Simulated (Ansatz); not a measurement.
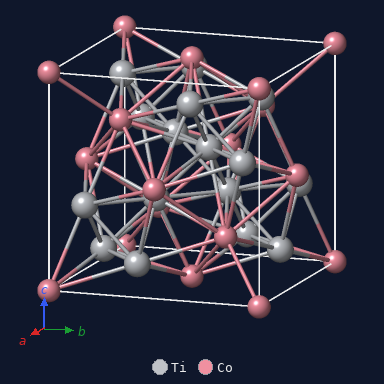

System: Ti₂Co, space group Fd-3m (No. 227). The picture shows the conventional cell.

Input of the run:
```
crystal:
  lattice:
    - [0.0, 3.434254547, 3.434254547]
    - [3.434254547, 0.0, 3.434254547]
    - [3.434254547, 3.434254547, 0.0]
  atoms:
    - { symbol: Ti, position: [0.125, 0.125, 0.125] }
    - { symbol: Ti, position: [0.625, 0.125, 0.125] }
    - { symbol: Ti, position: [0.125, 0.125, 0.625] }
    - { symbol: Ti, position: [0.125, 0.625, 0.125] }
    - { symbol: Co, position: [0.5, 0.5, 0.5], spin: 0.58 }
    - { symbol: Co, position: [0.75, 0.75, 0.75], spin: 0.58 }
basis:
  ecutwfc: 420
kpoints:
  mp_grid: { grid: [10, 10, 10] }
hamiltonian:
  xc: lda
scf:
  occupations: { method: gaussian, width: 0.2 }
output:
  eigenvalues: true
  populations: true
magnetization:
  spin_polarized: true
phonons:
  method: dfpt
  eigenvectors: true
```

Command:
```bash
ansatz run input.yaml --threads 2 --pin off --max-ram 6144MiB --backend cpu --events-out ev --progress --plain --runs-dir out
```

How it was computed, with Ansatz 0.2.0: harmonic phonon frequencies at the zone centre with atoms at rest in the given cell, without the long-range term of polar modes, the three translations left out, imaginary frequencies are negative; plane waves with PAW datasets, Γ-centred k mesh. Level: LDA, collinear spin. The state reached is ferromagnetic.

- wave cutoff: 420 eV
- k mesh: 10×10×10
- occupations: Gaussian
- smearing width: 0.2 eV
- pressure: 0 GPa
- phonon method: linear response

Predict the zone-centre optical phonon frequencies (the three acoustic modes are left out).

Five modes are imaginary, the softest at 150.8i cm⁻¹, so the structure is dynamically unstable. The highest mode lies at 467.8 cm⁻¹. The optical modes lie at 150.8i (×3), 119.6i (×2), 126.9 (×3), 145.7 (×3), 245.5 (×3), 467.8 cm⁻¹.

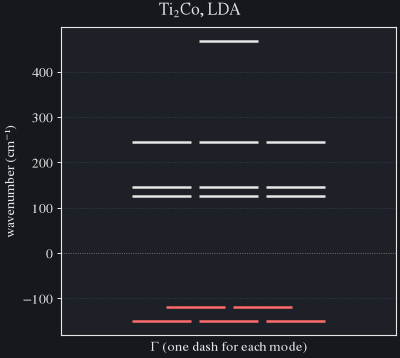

Imaginary frequencies are drawn as negative.

Keep in mind: metal sensitive to the k mesh.
